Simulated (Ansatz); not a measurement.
```
Ti
1.0
     2.87085    0.00000    0.00000
     0.00000    4.06000    0.00000
     0.00000    0.00000   43.89597
Ti
8
Direct
  0.50000 0.50000 0.17086
  0.00000 0.00000 0.20356
  0.50000 0.50000 0.23626
  0.00000 0.00000 0.26896
  0.50000 0.50000 0.30166
  0.00000 0.00000 0.33436
  0.50000 0.50000 0.36706
  0.00000 0.00000 0.39976
```

Not relaxed (largest force 0.4 eV/Å).

Computed with Kohn-Sham DFT of a periodic cell, PBE, Ansatz PAW (Ansatz).

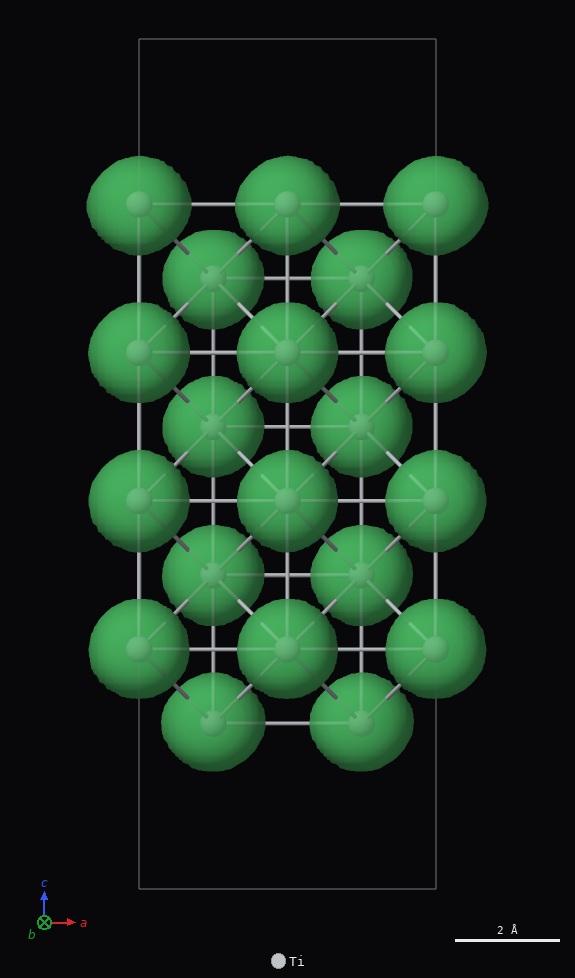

Ti (slab). Isosurface of the valence electron density at 0.4 e/Å³ (green), seen along the b axis. Sticks mark near contacts.

Core electrons are frozen (PAW), and the valence fields are smoothed inside the atomic spheres.

**Which contacts does the surface bridge?**

At this value the density breaks into separate islands; it holds about 75 % of the electrons treated as valence (semicore included). It bridges none of the near contacts. It is pinched off along the sampled Ti–Ti (2.87 Å) contacts. On the grid the lowest density along these lines, outside the cores, is 0.2 e/Å³ (Ti–Ti, 2.87 Å).

**Metal or insulator at this level of theory?**

It is gapless in this calculation (a metal or semimetal).
